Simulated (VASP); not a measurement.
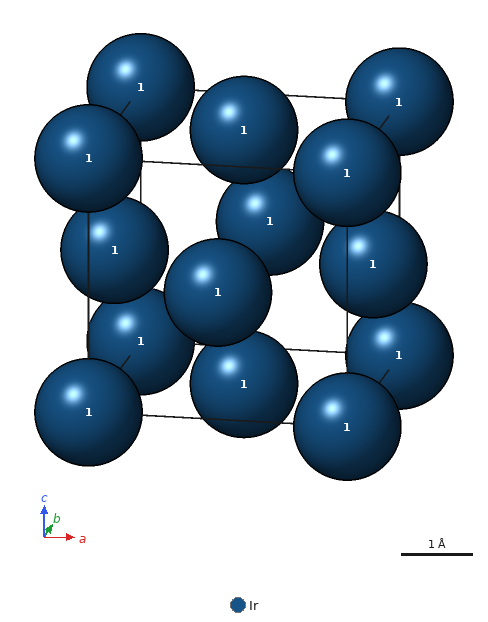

Fig. 1: The structure as given in the input (spheres-only view of the cell 4 times as large as that of the calculation, set on its symmetry axes, seen slightly off an axis; atoms are numbered from 1 in the order of the input).

Single-point calculation of Ir

- system: Ir (Fm-3m, 1 atom in the cell)
- method: Kohn-Sham DFT of a periodic cell, PBE, VASP PAW PBE potentials, recommended, no spin polarisation (VASP 6.6.1)

The structure derives from an entry of the Crystallography Open Database.

## INCAR
```
PREC = Accurate
ENCUT = 520
EDIFF = 1E-7
ISMEAR = 0
SIGMA = 0.1
LREAL = False
LASPH = True
NELM = 100
ALGO = Fast
ISIF = 2
LWAVE = False
LCHARG = False
GGA = PE
```

## KPOINTS
```
regular mesh
0
Gamma
  18 18 18
```

## POSCAR
```
Ir                                      
1.0
    0.0000000000      1.8762530242      1.8762530242
    1.8762530242      0.0000000000      1.8762530242
    1.8762530242      1.8762530242      0.0000000000
  Ir            
     1
Direct
     0.0000000000000000    0.0000000000000000    0.0000000000000000
```

Hardware: 1 thread of Intel Xeon (Granite Rapids), 64 GiB of memory available, shared host.

Launch command:
```bash
cat potpaw_PBE.64/Ir/POTCAR > POTCAR
mpirun -np 1 vasp_std > vasp.out
```

## OSZICAR
```
N       E                     dE             d eps       ncg     rms          rms(c)
DAV:   1     0.441346437356E+02    0.44135E+02   -0.45795E+03  3160   0.104E+03
DAV:   2    -0.863396227317E+01   -0.52769E+02   -0.51226E+02  3176   0.213E+02
DAV:   3    -0.921372839427E+01   -0.57977E+00   -0.57945E+00  4528   0.298E+01
DAV:   4    -0.921734445587E+01   -0.36161E-02   -0.36155E-02  4024   0.169E+00
DAV:   5    -0.921736986326E+01   -0.25407E-04   -0.25407E-04  4600   0.846E-02    0.185E+01
RMM:   6    -0.879726897239E+01    0.42010E+00   -0.39487E-01  3147   0.992E+00    0.787E+00
RMM:   7    -0.870060437808E+01    0.96665E-01   -0.25273E-01  3287   0.582E+00    0.139E+00
RMM:   8    -0.870171833753E+01   -0.11140E-02   -0.32998E-02  3623   0.265E+00    0.136E+00
RMM:   9    -0.870247259577E+01   -0.75426E-03   -0.88323E-03  3748   0.110E+00    0.746E-01
RMM:  10    -0.869685309741E+01    0.56195E-02   -0.89082E-03  3261   0.186E+00    0.122E+00
RMM:  11    -0.869739637507E+01   -0.54328E-03   -0.60238E-04  3491   0.308E-01    0.763E-01
RMM:  12    -0.869742752179E+01   -0.31147E-04   -0.15630E-04  3658   0.154E-01    0.551E-01
RMM:  13    -0.869743537810E+01   -0.78563E-05   -0.66946E-05  3541   0.765E-02    0.445E-01
RMM:  14    -0.869743716801E+01   -0.17899E-05   -0.73290E-05  3875   0.111E-01    0.155E-01
RMM:  15    -0.869743783897E+01   -0.67096E-06   -0.30955E-05  3575   0.642E-02    0.119E-02
RMM:  16    -0.869743830890E+01   -0.46993E-06   -0.46499E-06  3699   0.269E-02    0.593E-03
RMM:  17    -0.869743856204E+01   -0.25314E-06   -0.77908E-07  3231   0.126E-02    0.506E-03
RMM:  18    -0.869743856213E+01   -0.85379E-10   -0.41783E-07  2578   0.693E-03
   1 F= -.86974386E+01 E0= -.86952072E+01  d E =-.446278E-02
```

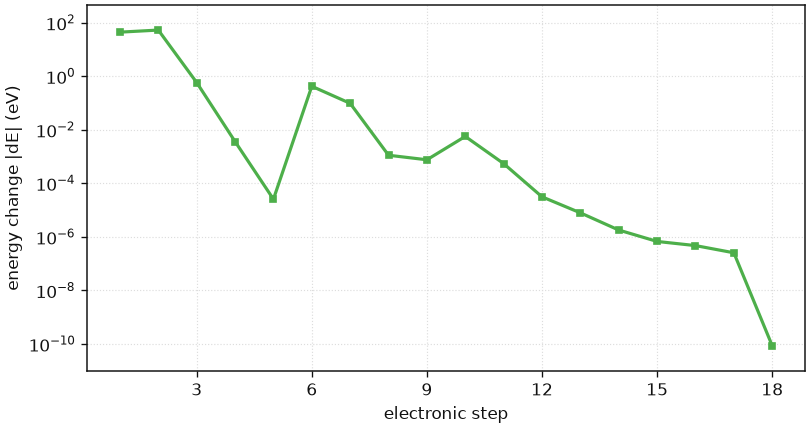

Fig. 2: Convergence of the self-consistent field: energy change |dE| against the electronic step. It takes 18 electronic steps. The density is held fixed in the first few steps, and dE rises again when its update begins.

## Parts of OUTCAR
```
PREC = Accurate
   ENCUT = 520
   EDIFF = 1E-7
   ISMEAR = 0
   LREAL = False
   LASPH = True
   NELM = 100
   ISIF = 2
   GGA = PE

 ion  position               nearest neighbor table
   1  0.000  0.000  0.000-

  LATTYP: Found a face centered cubic cell.
 ALAT       =     3.7525060484

  Lattice vectors:

 A1 = (   0.0000000000,   1.8762530242,   1.8762530242)
 A2 = (   1.8762530242,   0.0000000000,   1.8762530242)
 A3 = (   1.8762530242,   1.8762530242,   0.0000000000)

Analysis of symmetry for initial positions (statically):
=====================================================================
 Subroutine PRICEL returns:
 Original cell was already a primitive cell.

 Routine SETGRP: Setting up the symmetry group for a
 face centered cubic supercell.

 Subroutine GETGRP returns: Found 48 space group operations
 (whereof 48 operations were pure point group operations)
 out of a pool of 48 trial point group operations.

The static configuration has the point symmetry O_h .

Analysis of symmetry for dynamics (positions and initial velocities):
=====================================================================
 Subroutine PRICEL returns:
 Original cell was already a primitive cell.

 Routine SETGRP: Setting up the symmetry group for a
 face centered cubic supercell.

 Subroutine GETGRP returns: Found 48 space group operations
 (whereof 48 operations were pure point group operations)
 out of a pool of 48 trial point group operations.

The dynamic configuration has the point symmetry O_h .

 Subroutine INISYM returns: Found 48 space group operations
 (whereof 48 operations are pure point group operations),
 and found     1 'primitive' translations

----------------------------------------------------------------------------------------

                                     Primitive cell

  volume of cell :      13.2100

  direct lattice vectors                    reciprocal lattice vectors
     0.000000000  1.876253024  1.876253024    -0.266488578  0.266488578  0.266488578
     1.876253024  0.000000000  1.876253024     0.266488578 -0.266488578  0.266488578
     1.876253024  1.876253024  0.000000000     0.266488578  0.266488578 -0.266488578

  length of vectors
     2.653422473  2.653422473  2.653422473     0.461571756  0.461571756  0.461571756

  position of ions in fractional coordinates (direct lattice)
     0.000000000  0.000000000  0.000000000

  ion indices of the primitive-cell ions
   primitive index   ion index
                 1           1

----------------------------------------------------------------------------------------

 KPOINTS: regular mesh

Automatic generation of k-mesh.
 Grid dimensions read from file:
 generate k-points for:   18   18   18

 Generating k-lattice:

  Cartesian coordinates                     Fractional coordinates (reciprocal lattice)
    -0.014804921  0.014804921  0.014804921     0.055555556  0.000000000  0.000000000
     0.014804921 -0.014804921  0.014804921     0.000000000  0.055555556  0.000000000
     0.014804921  0.014804921 -0.014804921     0.000000000  0.000000000  0.055555556

  Length of vectors
     0.025642875  0.025642875  0.025642875

  Shift w.r.t. Gamma in fractional coordinates (k-lattice)
     0.000000000  0.000000000  0.000000000

 Subroutine IBZKPT returns following result:
 ===========================================

 Found    195 irreducible k-points:

 Following reciprocal coordinates:
            Coordinates               Weight
  0.000000  0.000000  0.000000      1.000000
  0.055556  0.000000  0.000000      8.000000
  0.111111  0.000000  0.000000      8.000000
  0.166667  0.000000  0.000000      8.000000
  0.222222  0.000000  0.000000      8.000000
  0.277778  0.000000  0.000000      8.000000
  0.333333  0.000000  0.000000      8.000000
  0.388889  0.000000  0.000000      8.000000
  0.444444  0.000000  0.000000      8.000000
  0.500000  0.000000  0.000000      4.000000
  0.055556  0.055556  0.000000      6.000000
  0.111111  0.055556  0.000000     24.000000
  0.166667  0.055556  0.000000     24.000000
  0.222222  0.055556  0.000000     24.000000
  0.277778  0.055556  0.000000     24.000000
  0.333333  0.055556  0.000000     24.000000
  0.388889  0.055556  0.000000     24.000000
  0.444444  0.055556  0.000000     24.000000
  0.500000  0.055556  0.000000     24.000000
 -0.444444  0.055556  0.000000     24.000000
 -0.388889  0.055556  0.000000     24.000000
 -0.333333  0.055556  0.000000     24.000000
 -0.277778  0.055556  0.000000     24.000000
 -0.222222  0.055556  0.000000     24.000000
 [... further k-points ...]
   k-points           NKPTS =    195   k-points in BZ     NKDIM =    195   number of bands    NBANDS=      8
   number of dos      NEDOS =    301   number of ions     NIONS =      1
   total plane-waves  NPLWV =   8000
   dimension x,y,z NGX =    20 NGY =   20 NGZ =   20
   dimension x,y,z NGXF=    40 NGYF=   40 NGZF=   40
   ions per type =               1
   NGX,Y,Z   is equivalent  to a cutoff of  12.53, 12.53, 12.53 a.u.
   NGXF,Y,Z  is equivalent  to a cutoff of  25.06, 25.06, 25.06 a.u.
 SYSTEM =  unknown system
   PREC   = accura    normal or accurate (medium, high low for compatibility)
   ISTART =      0    job   : 0-new  1-cont  2-samecut
   ICHARG =      2    charge: 1-file 2-atom 10-const
   ISPIN  =      1    spin polarized calculation?
   LNONCOLLINEAR =      F non collinear calculations
   LSORBIT =      F    spin-orbit coupling
   LASPH  =      T    aspherical Exc in radial PAW
   ENCUT  =  520.0 eV  38.22 Ry    6.18 a.u.   4.93  4.93  4.93*2*pi/ulx,y,z
   NELM   =    100;   NELMIN=  2; NELMDL= -5     # of ELM steps
   EDIFF  = 0.1E-06   stopping-criterion for ELM
   LREAL  =      F    real-space projection
   EDIFFG = 0.1E-05   stopping-criterion for IOM
   NSW    =      0    number of steps for IOM
   IBRION =     -1    ionic relax: 0-MD 1-quasi-New 2-CG
   NFREE  =      0    steps in history (QN), initial steepest desc. (CG)
   ISIF   =      2    stress and relaxation
   ISYM   =      2    0-nonsym 1-usesym 2-fastsym
   POTIM  = 0.5000    time-step for ionic-motion
   TEBEG  =    0.0;   TEEND  =   0.0 temperature during run
   PSTRESS=    0.0 pullay stress
   NELECT =       9.0000    total number of electrons
   NUPDOWN=      -1.0000    fix difference up-down
   EMIN   =  10.00;   EMAX   =-10.00  energy-range for DOS
   EFERMI =   0.00;   METHOD = LEGACY
   ISMEAR =     0;   SIGMA  =   0.10  broadening in eV -4-tet -1-fermi 0-gaus
   EFERMI_NEDOS =   21; number of points for ismear=-14 and -15
   IALGO  =     68    algorithm
   IMIX   =      4    mixing-type and parameters
     AMIX     =   0.40;   BMIX     =  1.00
     AMIX_MAG =   1.60;   BMIX_MAG =  1.00
  volume/ion in A,a.u.               =      13.21        89.15
  Fermi-wavevector in a.u.,A,eV,Ry     =   1.440525  2.722198 28.233634  2.075114
  Thomas-Fermi vector in A             =   2.559260
   LORBIT       =      0    0 simple, 1 ext, 2 COOP (PROOUT), +10 PAW based schemes
   GGA     = PE    functional components
   LHFCALC =     F    Hartree Fock is set to
   AEXX    =    0.0000 exact exchange contribution
   IVDW    =     0    specifies the selected vdW correction
   LEPSILON=     F    determine dielectric tensor
   LRPA    =     F    only Hartree local field effects (RPA)
 non-spin polarized calculation
 RMM-DIIS sequential band-by-band and
 Gauss-broadening in eV      SIGMA  =   0.10
  energy-cutoff  :      520.00
  volume of cell :       13.21
 maximum number of plane-waves:       366
   NGX =  9   NGY =  9   NGZ =  9

 number of electron       9.0000000 magnetization

 Free energy of the ion-electron system (eV)
  ---------------------------------------------------
  ext. energy  EPLUGINS =         0.00000000
  ---------------------------------------------------
  free energy    TOTEN  =        -8.69743856 eV

  energy without entropy =       -8.69297578  energy(sigma->0) =       -8.69520717

 E-fermi :  11.6883     XC(G=0): -14.3993     alpha+bet :-16.8153

 val. band max:       11.6782784692   @ k =   0.5000   0.2222   0.1111
 cond. band min:      11.7002971469   @ k =   0.3333   0.1111   0.0556
 fundamental gap:      0.0220186777
 Fermi energy:        11.6882728387

 k-point     1 :       0.0000    0.0000    0.0000
  band No.  band energies     occupation
      1      -0.2359      2.00000
      2       7.3273      2.00000
      3       7.3273      2.00000
      4       7.3273      2.00000
      5      10.3263      2.00000
      6      10.3263      2.00000
      7      25.8023      0.00000
      8      31.8074      0.00000

 k-point     2 :       0.0556    0.0000    0.0000
  band No.  band energies     occupation
      1      -0.0877      2.00000
      2       7.2438      2.00000
      3       7.3935      2.00000
      4       7.3935      2.00000
      5      10.2807      2.00000
      6      10.2807      2.00000
      7      26.0679      0.00000
      8      31.0367      0.00000

 k-point     3 :       0.1111    0.0000    0.0000
  band No.  band energies     occupation
      1       0.3405      2.00000
      2       7.0310      2.00000
      3       7.5668      2.00000
      4       7.5668      2.00000
      5      10.1805      2.00000
      6      10.1805      2.00000
      7      26.7967      0.00000
      8      29.5546      0.00000

 k-point     4 :       0.1667    0.0000    0.0000
  band No.  band energies     occupation
      1       0.9908      2.00000
      2       6.7948      2.00000
      3       7.7609      2.00000
      4       7.7609      2.00000
      5      10.1385      2.00000
      6      10.1385      2.00000
      7      27.5324      0.00000
      8      28.2758      0.00000

 k-point     5 :       0.2222    0.0000    0.0000
  band No.  band energies     occupation
      1       1.7392      2.00000
      2       6.7049      2.00000
      3       7.8397      2.00000
      4       7.8397      2.00000
      5      10.3146      2.00000
      6      10.3146      2.00000
      7      26.3672      0.00000
      8      28.7749      0.00000

 [... the levels of 18 k-points are left out ...]

 k-point    24 :      -0.2222    0.0556    0.0000
  band No.  band energies     occupation
      1       2.1026      2.00000
      2       6.6054      2.00000
      3       7.8266      2.00000
      4       7.9266      2.00000
      5       9.9824      2.00000
      6      10.9520      2.00000
      7      26.0526      0.00000
      8      29.0037      0.00000

 [... further k-points ...]

------------------------ aborting loop because EDIFF is reached ----------------------------------------

  FORCE on cell =-STRESS in cart. coord.  units (eV):
  Direction    XX          YY          ZZ          XY          YZ          ZX
  --------------------------------------------------------------------------------------
  -------------------------------------------------------------------------------------
  Total        3.4628185      3.4628185      3.4628185      0.0000000     -0.0000000     -0.0000000
  in kB      419.9872473    419.9872473    419.9872473      0.0000000     -0.0000000     -0.0000000
  external PRESSURE =     419.9872473 kB  Pullay stress =       0.0000000 kB

 VOLUME and BASIS-vectors are now :
 -----------------------------------------------------------------------------
  energy-cutoff  :      520.00
  volume of cell :       13.21
      direct lattice vectors                 reciprocal lattice vectors
     0.000000000  1.876253024  1.876253024    -0.266488578  0.266488578  0.266488578
     1.876253024  0.000000000  1.876253024     0.266488578 -0.266488578  0.266488578
     1.876253024  1.876253024  0.000000000     0.266488578  0.266488578 -0.266488578

 POSITION                                       TOTAL-FORCE (eV/Angst)
 -----------------------------------------------------------------------------------
      0.00000      0.00000      0.00000         0.000000      0.000000      0.000000
 -----------------------------------------------------------------------------------
    total drift:                                0.000000      0.000000      0.000000

  FREE ENERGIE OF THE ION-ELECTRON SYSTEM (eV)
  ---------------------------------------------------
  free  energy   TOTEN  =        -8.6974385621 eV

  energy  without entropy=       -8.6929757802  energy(sigma->0) =       -8.69520717
```

## CONTCAR
```
Ir
   1.00000000000000
     0.0000000000000000    1.8762530242000000    1.8762530242000000
     1.8762530242000000    0.0000000000000000    1.8762530242000000
     1.8762530242000000    1.8762530242000000    0.0000000000000000
  Ir
     1
Direct
     0.0000000000000000    0.0000000000000000    0.0000000000000000

  0.00000000E+00  0.00000000E+00  0.00000000E+00
```

## Summary

| quantity | value |
| --- | --- |
| outcome | converged |
| space group (tolerance 0.01 Å) | Fm-3m (225) |
| electrons treated | 9 |
| free energy | −8.6974 eV |
| Fermi energy | 11.688 eV |
| gap on the k-point mesh | none (metallic) |
| pressure | 42.00 GPa |
| largest force (length of the vector) | under 0.001 eV/Å |
| wall time | 11 s |
| peak memory | 0.14 GiB |

## Remarks

Spin–orbit coupling is left out, which matters for Ir. The cell is under a pressure of 42 GPa at this level, so it is not at its equilibrium volume.
